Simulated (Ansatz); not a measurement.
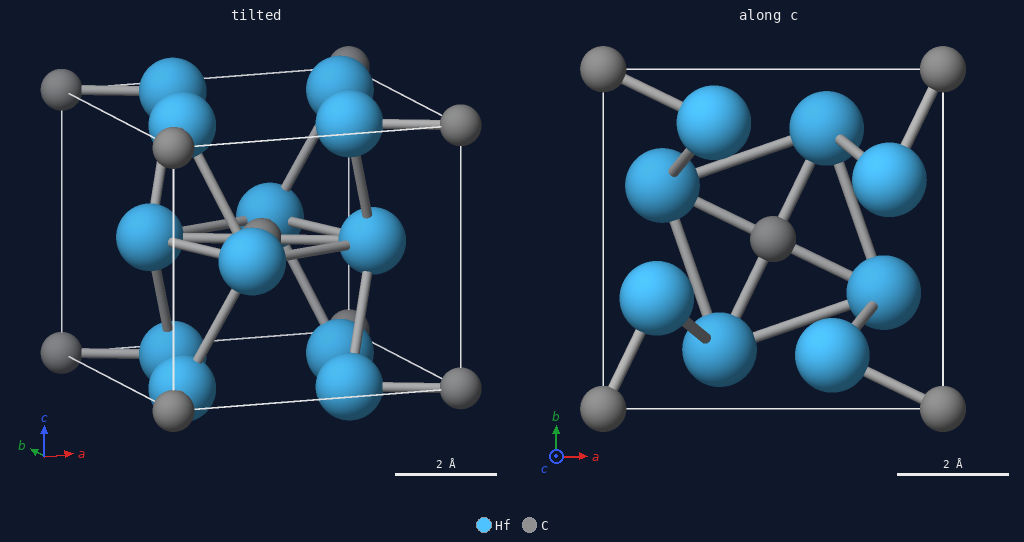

Ball-and-stick drawing of the structure, looking slightly off an axis and along the c axis. The conventional unit cell is outlined; an atom on or near a face, edge or corner is repeated at each equivalent position. Cell: a = 6.14 Å, b = 6.14 Å, c = 5.35 Å, α = 90.00°, β = 90.00°, γ = 90.00°.

The initial geometry was a structure type filled with these elements by a generator (whether the compound takes this form wasn't checked). Earlier steps of the study, as a rule a relaxation of our own, may have changed the cell and positions, so they can lie some per cent off the listed ones. It went into a calculation with Ansatz.

Question: Characterise what is shown.

Answer: It has the composition Hf4C. Space group: I4/m (No. 87). Lattice: body-centred tetragonal. It has 10 atoms to the cell (8 Hf, 2 C). With all contacts inside bonding distance counted, the coordination numbers are Hf 6 and C 4. Not all metal-metal contacts are counted.

The numbers come from DFT PBE, scalar-relativistic, plane waves, PAW in Ansatz 0.2.0, using a basis cut at 420 eV, k-points about 0.16 Å⁻¹ apart, Gaussian smearing of 0.1 eV, no spin polarisation.

Question: Is it conducting or gapped at this level?

Answer: A metal: bands cross the Fermi level.

Question: What charge does Bader's analysis assign to each element?

Answer: Hf +0.45 e; C -1.79 e.

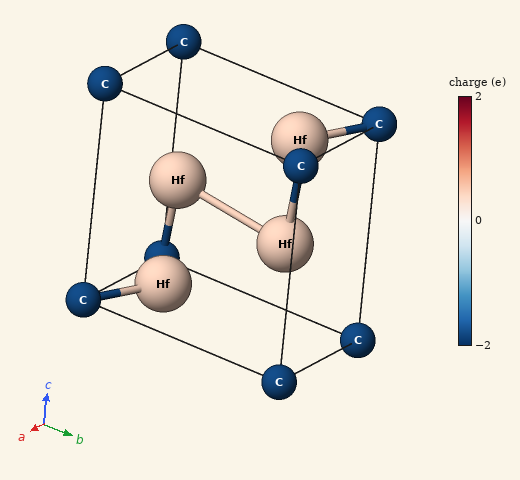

The atoms coloured by those charges. The run's cell of 5 atoms is drawn, so axes and origin can differ from the first picture.

Question: Is this an equilibrium geometry for the method given?

Answer: Yes. All forces vanish to within 0.01 eV/Å. The pressure is 0.0 GPa, close to zero.
